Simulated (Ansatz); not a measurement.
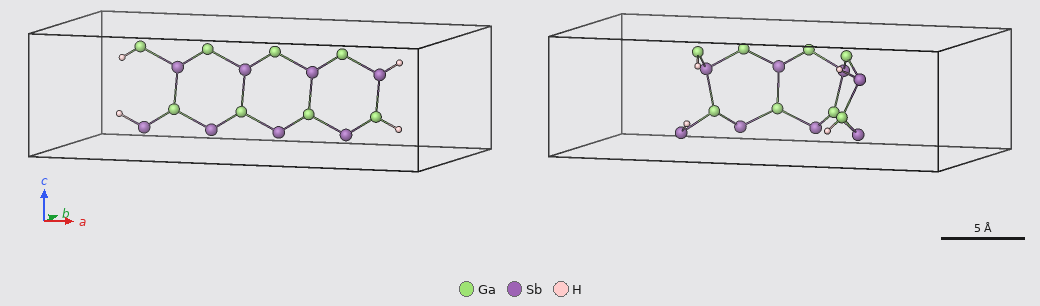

Two geometries of a wire of composition Ga2Sb2H, drawn at one scale. One is the start of a relaxation, the other its converged end. A ball-and-stick model of the cell of the calculation, with the vacuum cut short, seen slightly off an axis.

Computed with DFT PBEsol, scalar-relativistic, plane waves, PAW in Ansatz. Set-up: plane-wave cutoff 420 eV; k-point mesh 1 × 1 × 5; occupations gaussian; smearing width 0.05 eV; no spin polarisation; cell relaxed at fixed a, b, alpha, beta, gamma; force threshold 0.02 eV/Å; at most 45 steps.

Which one is relaxed?

Answer. The right one is the relaxed one. Case: armchair ribbon, 8 formula units a period, edges capped with H. Over 38 accepted moves (42 points after the start) the energy falls by 1.431 eV per cell of the calculation. Largest force component: 0.41 eV/Å at the start, 0.012 eV/Å at the end. The line search rejected the trial steps at points 28, 35, 37 of the run. At 1 point the geometry stayed and the basis and grid were re-selected for the new cell (energy shift of 3.1 meV per cell of the calculation at most each time). The largest moves relative to the layer's centre, 5.71 Å, are those of H atoms. Largest moves by element: H 5.71 Å, Ga 3.30 Å, Sb 2.80 Å. Along the periodic axis the drawn cell goes c 7.466 → 7.293 Å (−2.3 %). Some distances before and after: Ga–Sb 2.579 → 2.621 Å, Ga–Sb 2.579 → 2.599 Å, H–Sb 1.710 → 1.721 Å. Bond angles that change, for instance: Ga–Sb–H 113.4° → 93.7°, Ga–Sb–Ga 113.4° → 95.8°, Ga–Sb–H 113.4° → 97.8°. Cost: 14 min on 4 threads of Intel(R) Xeon(R) 6975P-C (Granite Rapids), on a shared host, peak memory 3.8 GiB.
